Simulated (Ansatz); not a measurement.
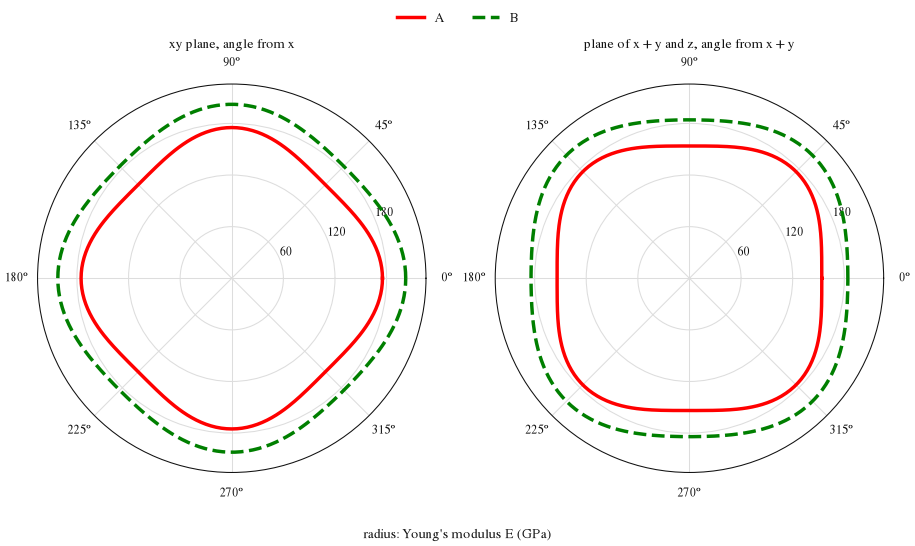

The figure compares two calculations of the directional Young's modulus. The first is for Al₂Cu, space group Fm-3m (No. 225).

Structure:
```
CELL_PARAMETERS angstrom
-1.93918 1.93918 2.74242
1.93918 -1.93918 2.74242
1.93918 1.93918 -2.74242
ATOMIC_POSITIONS crystal
Al 0.75000 0.25000 0.50000
Al 0.25000 0.75000 0.50000
Cu 0.50000 0.50000 0.00000
```

Method: elastic stress-strain coefficients at zero temperature from small strains of the given cell, Voigt order xx yy zz yz xz xy, Cartesian axes of the cell vectors; plane waves with PAW datasets, Γ-centred k mesh (Ansatz 0.2.0). Level: PBEsol, no spin polarisation.

- wave cutoff: 420 eV
- k mesh: 16×16×16
- occupations: Fermi–Dirac
- smearing width: 0.15 eV
- ions: relaxed
- strain amplitude: 0.005

In the second, the cell is expanded by 7.4 % in volume, to 14.76 Å³/atom. The second calculation uses k mesh 14×14×14.

Question: Which of A and B is the second calculation, and what did the change do?

Answer: A. The bulk modulus falls from 177.3 to 133.9 GPa (−24 %), the shear modulus falls from 75.7 to 66.5 GPa (−12 %), the least Young's modulus over all directions falls from 184.2 to 153.8 GPa (−17 %) and the largest falls from 209.1 to 183.8 GPa (−12 %). The shift of the bulk modulus amounts to a Grüneisen parameter of 3.95.

For both, limits of the calculation: metal sensitive to the k mesh.
